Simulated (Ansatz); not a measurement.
System: Er, space group Im-3m (No. 229) (one of a set of cubic test structures, which need not be the stable phase).

One of the inputs:
```
crystal:
  lattice:
    - [-2.039123437965, 2.039123437965, 2.039123437965]
    - [2.039123437965, -2.039123437965, 2.039123437965]
    - [2.039123437965, 2.039123437965, -2.039123437965]
  atoms:
    - { symbol: Er, position: [0, 0, 0] }
kpoints:
  mp_grid: { grid: [38, 38, 38] }
hamiltonian:
  xc: pbe
  pseudopotentials: { kind: paw }
scf:
  occupations: { method: fermi_dirac, width: 0.061225619053 }
output:
  forces: true
  stress: true
```

Command:
```bash
ansatz run input.yaml --threads 2
```

Computed with Ansatz 0.2.0 development build: equation of state of a cubic crystal from periodic Kohn-Sham density functional theory without spin, third-order Birch-Murnaghan fit to the free energies; pressure corrected for the finite basis. Level: PBE.

structure type bcc; atoms in cell 1; space group number 229; lattice centring body-centred primitive; k mesh 38×38×38; occupation method Fermi–Dirac; occupation width 0.06123 eV; wave cutoff 420 eV; datasets soft-1 PAW; density tolerance 1e−07 eV; bands 16; density cutoff ratio 4; search for lower states default.

Describe the result: the energy above the lowest point against volume. The volume takes the values 31.88, 32.56, 33.24, 33.91, 34.59, 35.27, 35.95 Å³/atom.

A third-order Birch–Murnaghan fit gives V0 = 33.88 Å³/atom, B0 = 19 GPa and B′ = 3.6. The energy above the lowest point is 7.643 meV/atom at volume 31.88 Å³/atom and 6.883 meV/atom at 35.95 Å³/atom; the lowest computed point is at volume 33.91 Å³/atom (0.000 meV/atom), and no other minimum shows.

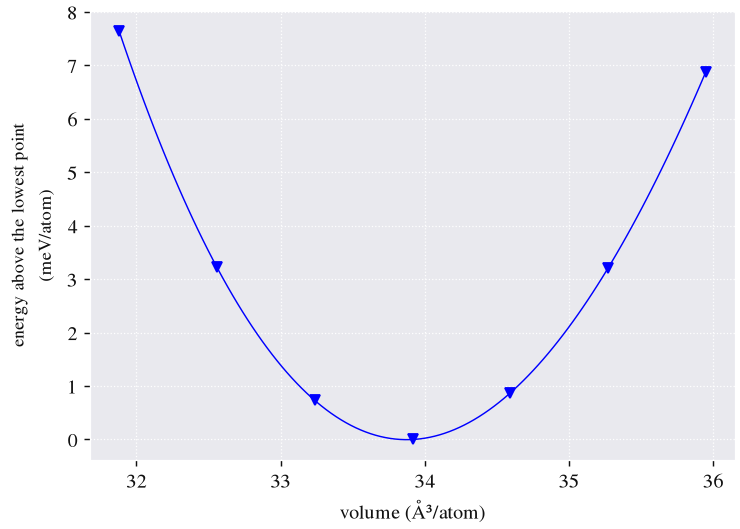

Note: cubic model structure, not the ambient form; open f shell treated without spin.
